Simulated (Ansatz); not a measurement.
Band-structure calculation of SiO2

SiO2 (6 atoms in the cell), computed with DFT, PBE, plane waves, PAW, no spin polarisation (Ansatz 0.2.0).

The structure was built on a prototype by a generator. The geometry comes from this level: r2SCAN (a point of a series of strains). Figures and captions count atoms from 1; the log counts them from 0 in places.

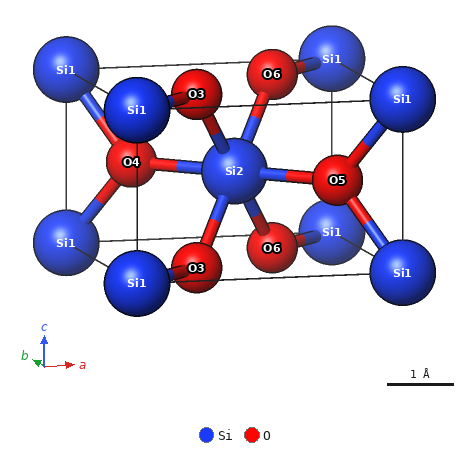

*The structure as given in the input (ball-and-stick view of the cell of the calculation, seen slightly off an axis; atoms are numbered from 1 in the order of the input). An atom can appear more than once, as a periodic image.*

Near neighbours in the periodic cell (some may lie outside the picture): Si has 6 O at 1.76 to 1.81 Å; O has 3 Si at 1.76 to 1.81 Å.

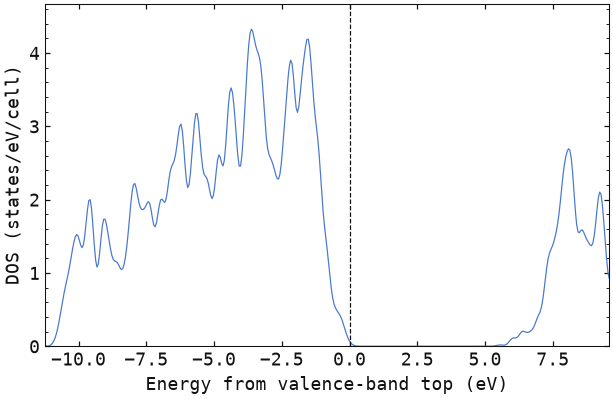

*Density of states (the curve is built from the levels of the k mesh with Gaussians 0.3 eV wide, which also blur the band edges), with energies from the valence-band top.*

There is a gap of 5.56 eV on the k-point mesh. Small ripples come from the finite k-point mesh.

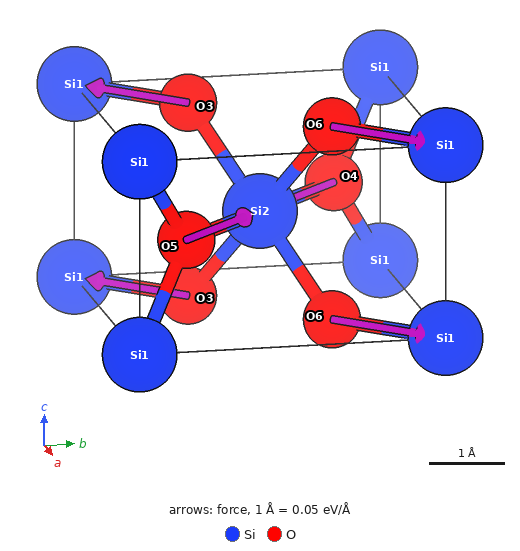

*Forces on the atoms as pink arrows (ball-and-stick view of the cell of the calculation, seen slightly off an axis; atoms are numbered from 1 in the order of the input).*

The largest act on all 4 O atoms (0.08 eV/Å). The geometry is not a stationary point of this energy.

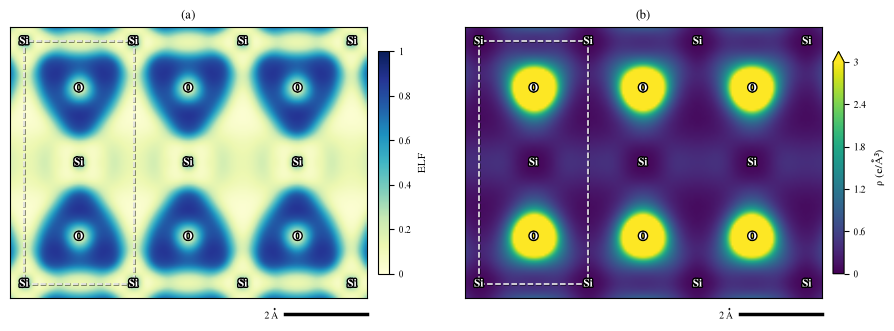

*(a) electron localisation function; (b) valence pseudo-density on the (110) plane of the conventional cell.*

Away from the nuclei the density in this plane falls to 0.1 e/Å³ at its lowest. The fields are those of the smooth PAW valence density.

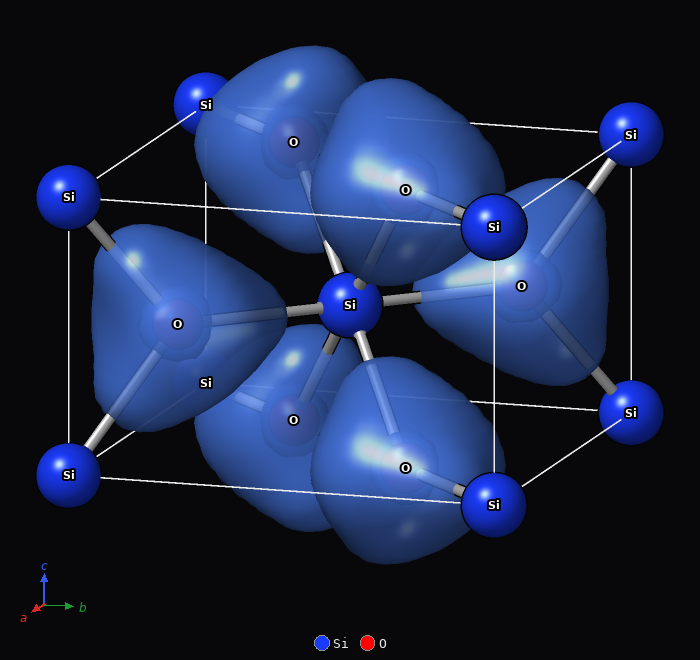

*Isosurface of the electron localisation function at 0.65 (blue), seen slightly off an axis. Core shells and regions of very low density are left out. Sticks mark near contacts. The outline is the cell set on symmetry axes.*

Values along the shortest contacts:

The input and output of the run follow.

Input file
```yaml
crystal:
  lattice:
    - [4.1851887986, 0.0, 0.0]
    - [0.0, 4.1851887986, 0.0]
    - [0.0, 0.0, 2.668839891]
  atoms:
    - { symbol: Si, position: [0.0, 0.0, 0.0] }
    - { symbol: Si, position: [0.5, 0.5, 0.5] }
    - { symbol: O, position: [0.306101009, 0.306101009, 0.0] }
    - { symbol: O, position: [0.193898991, 0.806101009, 0.5] }
    - { symbol: O, position: [0.806101009, 0.193898991, 0.5] }
    - { symbol: O, position: [0.693898991, 0.693898991, 0.0] }
kpoints:
  mp_grid: { grid: [6, 6, 10] }
  band_path:
    path:
      - [0.0, 0.0, 0.0]
      - [0.0, 0.5, 0.0]
      - [0.5, 0.5, 0.0]
      - [0.0, 0.0, 0.5]
      - [0.0, 0.5, 0.5]
      - [0.5, 0.5, 0.5]
    npoints: 1
hamiltonian:
  xc: pbe
scf:
  occupations: { method: fermi_dirac, width: 0.02 }
  n_extra_bands: 5
output:
  forces: true
  stress: true
  eigenvalues: true
  write_density: true
  write_potential: true
  elf: true
  volumetric_format: npy
```

Launch command:
```bash
ansatz run input.yaml --threads 2 --pin off --max-ram 20275MiB --backend cpu --events-out ev --progress --plain --runs-dir out
```

What the program printed
```
scf.n_extra_bands = 5 over 16 filled bands (N_el = 32.0): the run solves 21 bands
Engine: ansatz 0.2.0, x86_64-unknown-linux-gnu
Pseudopotentials: kind: paw
Pseudopotential: Si, paw, valence charge 4, recommended cutoff 420 eV (normal), Si.paw.azcp
Pseudopotential: O, paw, valence charge 6, recommended cutoff 420 eV (normal), O.paw.azcp
Functional definition: PBE
  parameter kappa = 0.804
  parameter beta = 0.06672455060314922
  exchange = pbe_x(kappa = kappa, mu = beta*pi^2/3)
  correlation = pbe_c(beta = beta)
Crystal: 6 atoms, lattice volume = 46.747 Å³
Basis set: ecut = 420 eV, 913 PW (Γ), exchange–correlation on 60×60×36 points (8 copies of the dense FFT grid, shifted against one another)
Bands: 21, of which v1, the nominal top of the filled ones, is band 16 counted from 1 (15 counted from 0)
Symmetry: 16 space group operations
Space group: P42/mnm (ITA 136), of the structure as read, at distance tolerance 3.6e-5 Å
k-points: 60 of 360
Non-local potential: Si, projectors of the file, l = 0: 2, l = 1: 2, l = 2: 2
Non-local potential: O, projectors of the file, l = 0: 2, l = 1: 2, l = 2: 1
PAW form: soft (Blöchl's): semilocal exchange-correlation on the pseudo side does not see the compensation charge
PAW one-centre angular grid: Si, 110 points (default); XC on 64 Gauss nodes
PAW one-centre angular grid: O, 110 points (default); XC on 64 Gauss nodes
Initial density: superposition of atomic densities (neutral atoms: chi_scale 0, normalization atom), corrected by the library's trained network
Initial wavefunctions: pseudopotential atomic-orbital guess
Functional: x = pbe(κ = 0.804, μ = 0.2195149727645171), c = pbe(β = 0.06672455060314922)
SCF iter   1: F=—  HF=-3546.975017 eV  |F-HF|=—  |Δ(HF+E_count)|=         —  Δρ=3.23e-3  dr2=1.80e-3  ethr=1.77e-3  ⟨swp⟩=6.9  Hψ=7126  notcnv=0
preconditioner: auto → none  [insulator: Δε(μ)=5.558 eV  Ē_g=18.346 eV  σ=0.020 eV  W_gap=1.00  n_scr=10 (ndim 8)  ℏωp=30.7 eV  f_vac=0.000  D(μ)=0.00/eV (n_scr^D=0)  ε∞_Penn≈3.8]
SCF iter   2: F=—  HF=-3546.975635 eV  |F-HF|=—  |Δ(HF+E_count)|=   6.18e-4  Δρ=1.56e-3  dr2=3.82e-4  ethr=5.62e-6  ⟨swp⟩=2.0  Hψ=2876  notcnv=0  defer=56
SCF iter   3: F=—  HF=-3546.975709 eV  |F-HF|=—  |Δ(HF+E_count)|=   7.46e-5  Δρ=6.85e-4  dr2=5.85e-5  ethr=1.19e-6  ⟨swp⟩=2.0  Hψ=1921  notcnv=0  defer=56
SCF iter   4: F=—  HF=-3546.975673 eV  |F-HF|=—  |Δ(HF+E_count)|=   3.64e-5  Δρ=9.51e-5  dr2=2.56e-6  ethr=1.83e-7  ⟨swp⟩=2.0  Hψ=2144  notcnv=0  defer=56
SCF iter   5: F=—  HF=-3546.975673 eV  |F-HF|=—  |Δ(HF+E_count)|=   2.36e-7  Δρ=3.27e-5  dr2=3.35e-7  ethr=7.99e-9  ⟨swp⟩=2.0  Hψ=2112  notcnv=0  defer=56
SCF iter   6: F=-3546.975673 eV  HF=-3546.975673 eV  |F-HF|=1.43e-8  |Δ(HF+E_count)|=   8.59e-8  Δρ=8.76e-6  dr2=2.18e-8  ethr=3.13e-10  ⟨swp⟩=12.0  Hψ=8954  notcnv=0
SCF 1 converged in 6 iterations: F = -3546.975673 eV  dr2 = 2.18e-8
  greatest PAW one-centre occupation: 0.861 electrons in one spin orbital (limit 2), on the O atom at site 5 (counted from 0), in its partial waves of l = 0
NSCF: frozen V_eff on 6 k-points
SCF converged after 6 iterations
Free energy (F): -3546.975673 eV
Harris-Foulkes:  -3546.975673 eV  (|F-HF|=1.43e-8)
Internal energy: -3546.975673 eV  (E = F + TS)
E sigma→0 (E₀):  -3546.975673 eV
Fermi energy:    13.305517 eV
--- Per-component energies (eV) ---
  E_band       = 65.159068
  E_kinetic    = 815.588839
  E_local      = -1221.717704  (includes V_loc(G=0)·N_el)
  E_nonlocal   = 236.601300
  E_hartree    = 433.788698
  E_xc         = -412.317242
  E_vxc        = -480.114508  (∫ρ·V_xc dr)
  E_paw        = -1661.945423  (= ΣΔE_a)
  E_vpaw       = -152.790817  (= ΣTr[D̂ρ^β])
  E_aug_tail   = 0.010166  (compensation charges beyond the density's cutoff)
  E_ewald      = -1736.984306
  E_smearing   = -0.000000  (= −TS)
  E_closure    = 0.000000  (closes the sum)
  Σ components = -3546.975673   (vs F -3546.975673, Δ=0.00e0)
--- Forces (eV/Å), atoms counted from 1 ---
  atom   1  Si     0.00000000     0.00000000     0.00000000
  atom   2  Si     0.00000000     0.00000000     0.00000000
  atom   3  O     -0.05857577    -0.05857577     0.00000000
  atom   4  O      0.05857577    -0.05857577    -0.00000000
  atom   5  O     -0.05857577     0.05857577     0.00000000
  atom   6  O      0.05857577     0.05857577    -0.00000000
  max |Σ_I F_I| component: 1.39e-17 eV/Å
--- Stress (GPa, compression-positive) ---
        9.184154       0.000000       0.000000
        0.000000       9.184154       0.000000
        0.000000       0.000000      10.400167
  P = ⅓ Tr σ = 9.5895 GPa (95.895 kbar)
--- Band table (eV; the first three rows and the last of 60) ---
  k-point 0: bands = ["-11.9963", "-8.3886", "-8.3886", "-8.1581", "-0.3205", "4.1253", "4.1253", "4.3179", "5.1659", "5.4484", "7.4139", "7.4139", "8.0226", "9.6505", "9.6505", "10.5277", "16.0832", "17.2509", "19.0435", "19.0435", "21.6793"]
  k-point 1: bands = ["-11.8633", "-8.3207", "-8.3207", "-8.1414", "-0.2687", "4.2371", "4.2371", "4.4635", "4.7854", "5.2656", "6.9566", "6.9566", "7.5321", "9.5551", "9.5551", "10.4090", "16.5786", "17.9724", "19.6300", "19.6300", "21.0916"]
  k-point 2: bands = ["-11.4749", "-8.1363", "-8.1350", "-8.1350", "-0.1431", "4.0463", "4.5594", "4.5594", "4.6001", "4.8920", "5.9060", "5.9060", "6.5710", "9.2512", "9.2512", "10.0360", "17.5593", "19.6077", "20.6650", "21.0233", "21.0233"]
  k-point 59: bands = ["-8.9803", "-8.9803", "-7.8094", "-7.8094", "-0.2081", "-0.2081", "2.3899", "2.3899", "6.0021", "6.0021", "6.0688", "6.0688", "8.7699", "8.7699", "8.9818", "8.9818", "17.6956", "17.6956", "21.5364", "21.5364", "22.2300"]
```

File v_z.tsv
```
# z_ang	v_es[eV]	v_tot[eV]
# format = ansatz-planar-average/11
# xc	pbe
# density_cutoff_ev	1680
# datasets	Si=:simpson_from_first_knot:soft	O=:simpson_from_first_knot:soft
# lattice	4.185188799	0.000000000	0.000000000
# lattice	0.000000000	4.185188799	0.000000000
# lattice	0.000000000	0.000000000	2.668839891
# sites	6
# site	14	0.000000000	0.000000000	0.000000000
# site	14	2.092594399	2.092594399	1.334419946
# site	8	1.281090514	1.281090514	0.000000000
# site	8	0.811503885	3.373684913	1.334419946
# site	8	3.373684913	0.811503885	1.334419946
# site	8	2.904098284	2.904098284	0.000000000
0.000000	-2.692472e-1	-1.291038e1
0.148269	3.770753e-1	-1.212550e1
0.296538	2.164023e0	-1.008486e1
0.444807	4.456709e0	-7.439568e0
0.593076	6.623261e0	-4.977059e0
0.741344	6.623261e0	-4.977059e0
0.889613	4.456709e0	-7.439568e0
1.037882	2.164023e0	-1.008486e1
1.186151	3.770753e-1	-1.212550e1
1.334420	-2.692472e-1	-1.291038e1
1.482689	3.770753e-1	-1.212550e1
1.630958	2.164023e0	-1.008486e1
1.779227	4.456709e0	-7.439568e0
1.927495	6.623261e0	-4.977059e0
2.075764	6.623261e0	-4.977059e0
2.224033	4.456709e0	-7.439568e0
2.372302	2.164023e0	-1.008486e1
2.520571	3.770753e-1	-1.212550e1
```

Results in brief

- outcome: converged
- space group (tolerance 0.01 Å): P4₂/mnm (136)
- electrons treated: 32
- free energy: −3546.9757 eV
- Fermi energy: 13.306 eV
- gap on the k-point mesh: 5.56 eV
- pressure: 9.59 GPa
- largest force (length of the vector): 0.083 eV/Å
- hardware: 2 threads of AMD EPYC (Zen 3), 288 GiB of memory available, shared host
- wall time: 1.6 s (CPU time 3 s)
- peak memory: 0.55 GiB

Notes

The cell is under a pressure of 9.6 GPa at this level, so it is not at its equilibrium volume.
